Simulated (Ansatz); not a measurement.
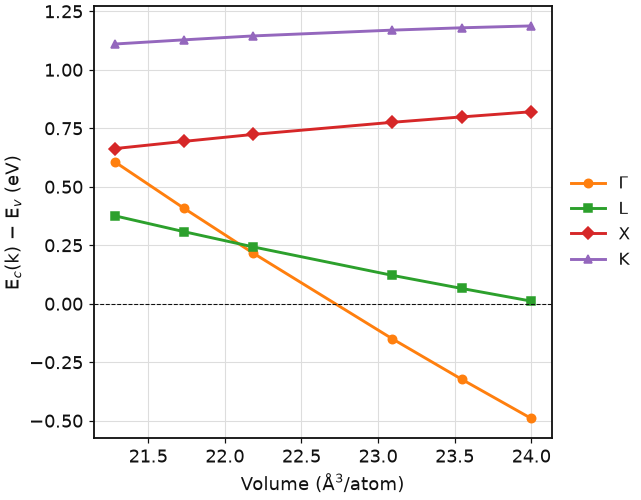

Lowest conduction level at each named k point, counted from the valence-band top at Γ. A negative value at Γ means that the s-like level, then filled, lies under the p-like triplet: the bands are inverted and there is no gap.

System: diamond-type Ge, space group Fd-3m (No. 227), 2 atoms in the primitive cell. The cell is scaled uniformly. Computed with Ansatz: PBE, Ansatz PAW, no spin polarisation, no spin-orbit coupling, 8×8×8 k mesh, 420 eV cutoff, Fermi-Dirac smearing of 0.05 eV.

Question: How does each level move from 21.28 Å³/atom to 24.00 Å³/atom?

Answer: Γ falls by 1.10 eV, L falls by 0.37 eV, X rises by 0.16 eV and K rises by 0.08 eV.

Question: Where does the gap at Γ close?

Answer: The gap at Γ closes near 22.72 Å³/atom, by interpolation; on the side of negative values the bands are inverted.

Question: Does the lowest of these conduction levels change place?

Answer: Going by straight lines between the points, the lowest is the one at L up to about 22.09 Å³/atom and the one at Γ beyond. With the valence top at Γ, the lowest of these transitions turns from indirect to direct near 22.09 Å³/atom.

The values:
```
       volume  Γ (eV)  L (eV)  X (eV)  K (eV)  pressure (GPa)
21.28 Å³/atom    0.61    0.38    0.66    1.11             9.0
21.73 Å³/atom    0.41    0.31    0.69    1.13             7.0
22.19 Å³/atom    0.22    0.24    0.72    1.14             5.2
23.09 Å³/atom   −0.15    0.12    0.78    1.17             2.2
23.54 Å³/atom   −0.32    0.07    0.80    1.18             0.9
24.00 Å³/atom   −0.49    0.01    0.82    1.19            −0.2
```

Spin-orbit coupling is left out, which matters for Ge. Measured Ge has an indirect gap, with the conduction bottom at L. LDA, GGA and most meta-GGA functionals understate gaps. Measured Ge has a positive gap at its own volume; this functional understates it.
